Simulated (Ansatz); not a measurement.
Consider MgS.

Space group Fm-3m.

```
Mg S
1.0
     5.20330    0.00000    0.00000
     0.00000    5.20330    0.00000
     0.00000    0.00000    5.20330
Mg S
4 4
Cartesian
  0.0000 0.0000 0.0000
  2.6016 2.6016 0.0000
  2.6016 0.0000 2.6016
  0.0000 2.6016 2.6016
  2.6016 0.0000 0.0000
  0.0000 2.6016 0.0000
  0.0000 0.0000 2.6016
  2.6016 2.6016 2.6016
```

Level of theory: DFT PBEsol, scalar-relativistic, plane waves, PAW in Ansatz.

**What will a map of ρ − Σ ρ(atoms) show?**

Mg–S (2.60 Å): Δρ is +0.04 e/Å³ at the midpoint.
- Over the whole cell, outside the masked cores, the largest gain, 0.07 e/Å³, lies 1.0 Å from a sulfur nucleus and 1.6 Å from a magnesium one, and the largest loss lies at the edge of the masked core of Mg.
- The rearranged charge, half the integral of |Δρ|, is about 0.20 e an atom.
- Bader charges: Mg +1.67 and S −1.67 e.

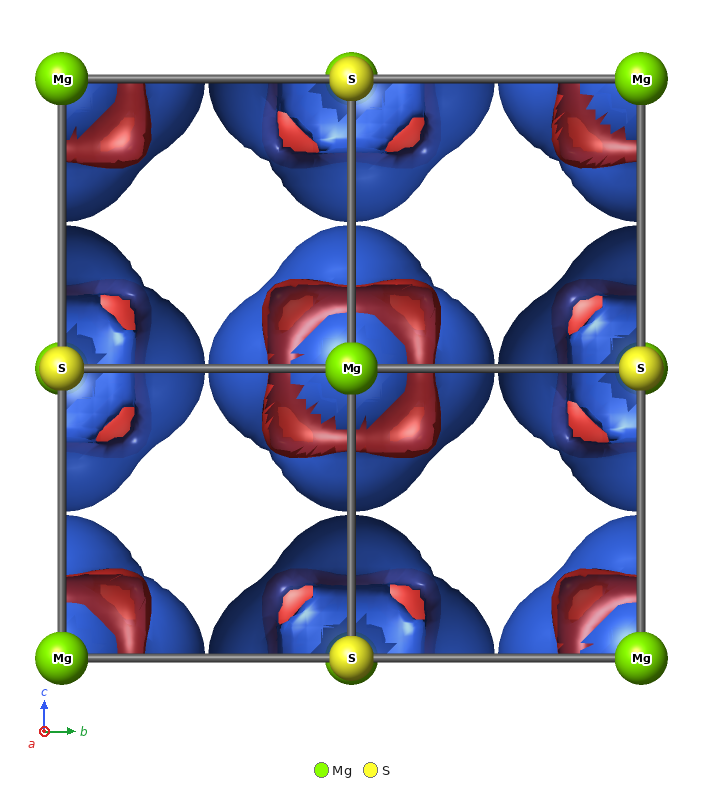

Computed deformation density: blue surfaces at +0.04 and red ones at −0.04 e/Å³, in the conventional cell seen along the a axis (the regions close to the nuclei are left out).

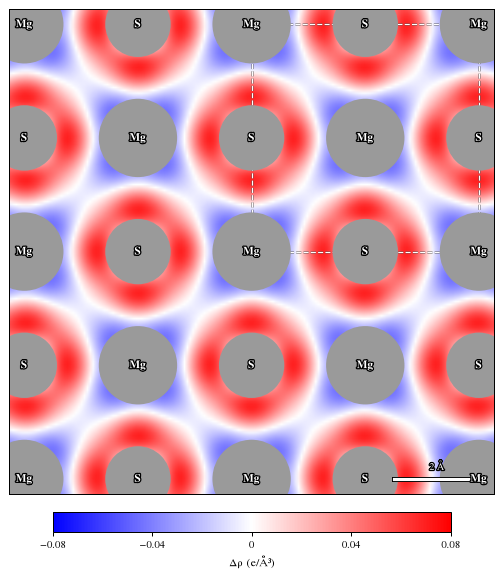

Computed deformation density: a map on the (010) plane of the conventional cell, with grey discs over the atomic cores.

Cores are masked to 0.9 Å (Mg) and 0.7 Å (S).

Core electrons are frozen (PAW), so the fields are smoothed inside the atomic spheres.
